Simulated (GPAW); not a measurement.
System: Ga (space group Cmcm).

Method: PAW DFT in plane waves, on a grid or in atomic orbitals, no spin polarisation; energies at scaled volumes of the given cell, shape and fractions fixed, counted from the fit's minimum, third-order Birch-Murnaghan fit (GPAW 26.7.0). All runs: no spin polarisation.

| setting | value |
| --- | --- |
| occupations | Fermi–Dirac |
| smearing width | 0.05 eV |
| wave cutoff | 600 eV |

Settings that differ: LDA: k mesh 6×6×5, potentials GPAW-PAW-data-sets-(gpaw-data-1.2.1); PBEsol: k mesh 7×7×6, potentials PAW-data-sets-made-by gpaw-setup-for-the-functional; r2SCAN: k mesh 6×6×5, potentials GPAW-PAW-data-sets-(gpaw-data-1.2.1).

What does the calculation give for the pressure against volume, with one curve for each functional? The cases: LDA; PBEsol; r2SCAN.

The fitted equilibrium volumes, smallest first, are LDA 19.414, r2SCAN 20.101, PBEsol 20.192 Å³/atom. The fitted bulk moduli, smallest first, are PBEsol 58.2, r2SCAN 61.8, LDA 63.8 GPa. For LDA, the pressure falls from 2.51 GPa at volume 18.73 Å³/atom to −4.26 GPa at 21.13 Å³/atom, and changes sign near 19.42 Å³/atom. For PBEsol, the pressure falls from 5.26 GPa at volume 18.73 Å³/atom to −2.34 GPa at 21.13 Å³/atom, and changes sign near 20.20 Å³/atom. For r2SCAN, the pressure falls from 5.21 GPa at volume 18.73 Å³/atom to −2.69 GPa at 21.13 Å³/atom, and changes sign near 20.10 Å³/atom.

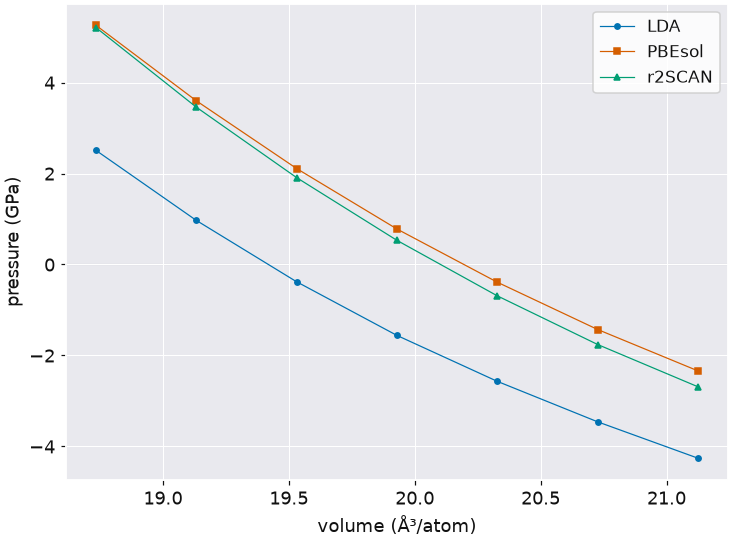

Keep in mind: shape and atomic fractions are frozen while scaling, which makes layered, chain and framework solids too stiff.
